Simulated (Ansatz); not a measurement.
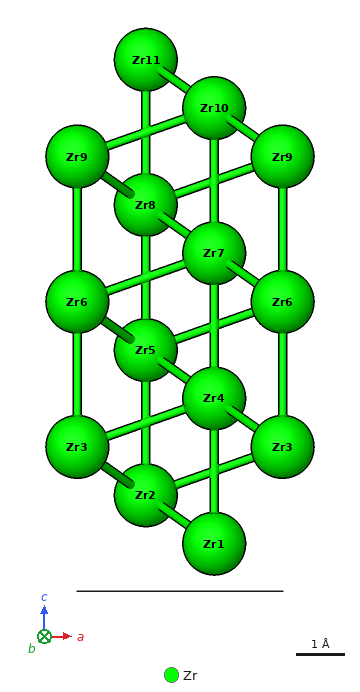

The starting point is a (1 1 1) slab of Zr as cut from the relaxed bulk. Style: ball-and-stick. Shown: the cell of the calculation, outlined in the plane, without the vacuum, along the b axis.

Level of theory: DFT PBEsol, scalar-relativistic, plane waves, PAW in Ansatz 0.2.0. (plane-wave cutoff 420 eV; occupations gaussian; smearing width 0.1 eV; no spin polarisation) The k-mesh is chosen for each cell (9×9×33, 9×9×1).

Change: The atoms of the slab are relaxed at the bulk's in-plane cell.

**Predict the response.**

The surface energy (mean of the two faces) falls from 2.12 to 1.73 J/m². The top spacing, between the Zr and Zr planes, goes from 1.02 to 1.26 Å (+24.0 %), the bottom one (Zr to Zr) from 1.02 to 1.26 Å (+24.0 %). The work function of the top face goes from 3.33 to 3.20 eV. The cell doesn't change. The largest moves relative to the layer's centre, 0.48 Å, are those of Zr3 and Zr9. Zr9 goes along the normal (+c). Some distances before and after: Zr–Zr 3.049 → 2.866 to 3.525 Å, Zr–Zr 3.521 → 3.253 to 3.293 Å.

The changed structure in the same view:

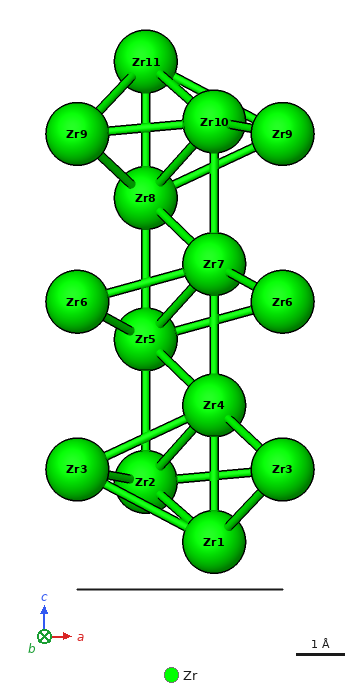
